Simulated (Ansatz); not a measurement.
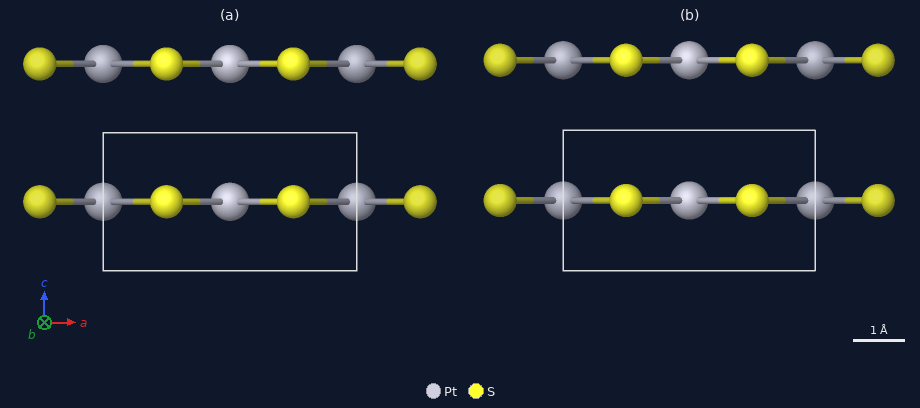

The structure of solid PtS2 (a generated structure, set up in Cmmm) (coarse preliminary run) before (left) and after (right) a relaxation, at one scale.

A ball-and-stick model of the conventional cell (2 times the calculation's cell), repeated 1 × 1 × 2 with one cell outlined, seen along the b axis. Lengths and directions refer to the drawn axes.

The calculation used Ansatz, DFT PBE, scalar-relativistic, plane waves, PAW.

Input file:
```yaml
crystal:
  lattice:
    - [2.5032348255, -4.1626854038, 0.0]
    - [2.5032348255, 4.1626854038, 0.0]
    - [0.0, 0.0, 2.7198968315]
  atoms:
    - { symbol: Pt, position: [0.5, 0.5, 0.5] }
    - { symbol: S, position: [0.0, 0.5, 0.5] }
    - { symbol: S, position: [0.5, 0.0, 0.5] }
basis:
  ecutwfc: 420
kpoints:
  mp_grid: { grid: [4, 4, 6] }
hamiltonian:
  xc: pbe
scf:
  occupations: { method: gaussian, width: 0.1 }
  lower_state_search: "off"
output:
  forces: true
  stress: true
  eigenvalues: true
relax:
  adjacent_minimum: "off"
  f_tol: 0.04
  max_steps: 70
  cell: { stress_tol: 0.4 }
```

Run as
```bash
ansatz run input.yaml --threads 1 --pin off --max-ram 2560MiB --backend cpu --events-out ev --progress --plain --runs-dir out
```

**What changed between the two?**

After 2 accepted moves (3 points after the start) the energy has fallen by 14.1 meV per cell of the calculation. All forces vanish by symmetry, so only the cell relaxes. The pressure goes from 0.03 to −0.03 GPa. The SCF was repeated once at an unchanged geometry on a basis and grid sized afresh for the cell, which shifted the energy by less than 0.05 meV per cell of the calculation at most. The atoms keep their places relative to the cell (all moves are under 0.005 Å). The volume changes by +0.6 %, with a 5.006 → 4.974 Å (−0.7 %), b 8.325 → 8.282 Å (−0.5 %), c 2.720 → 2.769 Å (+1.8 %). Some distances before and after: Pt1–Pt1 2.720 → 2.769 Å, Pt1–S2 2.429 → 2.415 Å. The space group stays Cmmm (No. 65).

Limits of the set-up: the k-point mesh is coarse for a cell with partly filled bands; layers or molecules are held without a dispersion correction, so their spacing is unreliable.
